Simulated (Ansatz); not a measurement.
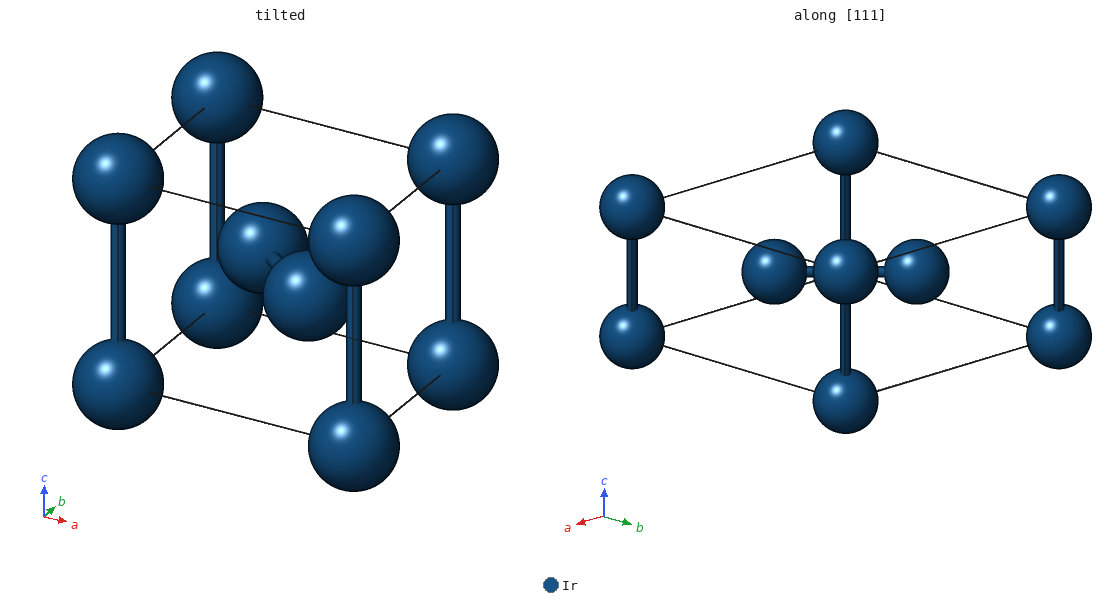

An orthographic ball-and-stick view of the structure, slightly off an axis and along [111]. The conventional unit cell is outlined; an atom on or near a face, edge or corner is repeated at each equivalent position. Cell: a = 4.381 Å, b = 4.381 Å, c = 2.698 Å, α = 90.00°, β = 90.00°, γ = 120.00°.

State composition, symmetry and coordination.

The element is iridium. The lattice is primitive hexagonal and the space group P6/mmm (No. 191). The prototype is ω phase (AlB₂-like). The cell holds three atoms. By contacts within bonding range, the coordination numbers are Ir 2 to 5 (mean 4.0). Not all metal-metal contacts are counted.

Source of the structure: a textbook structure type filled with this element (whether it is the usual form wasn't checked). Atoms and cell were optimised with Ansatz, DFT PBE, scalar-relativistic, plane waves, PAW.
